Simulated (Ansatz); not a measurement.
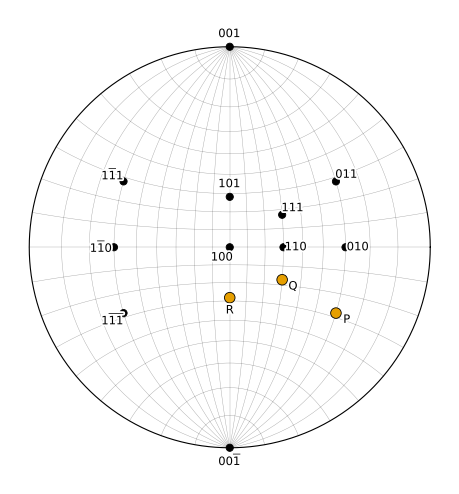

Crystal: NiO2, coordinates from a relaxation at fixed volume with Ansatz 0.2.0, DFT r2SCAN, scalar-relativistic, plane waves, PAW. Stereographic projection of plane normals (upper hemisphere) centred on (1 0 0). Geometry calculated from the standardised cell; symmetry tolerance 0.002 Å.

a = 2.774 Å, b = 2.774 Å, c = 4.475 Å, α = 90.00°, β = 90.00°, γ = 120.00°.

Index the poles marked P, Q, R.

Answer. P is (0 1 −1), in four indices (0 1 −1 −1), 63.9° from the centre; Q is (1 1 −1), in four indices (1 1 −2 −1), 34.2° from the centre; R is (1 0 −1), in four indices (1 0 −1 −1), 28.2° from the centre.

What is the angle between the normals of (1 0 −1) and (1 −1 0), and what are their d_hkl = 1/|g|?

Answer. 63.9°; d = 2.117 Å and 2.402 Å.
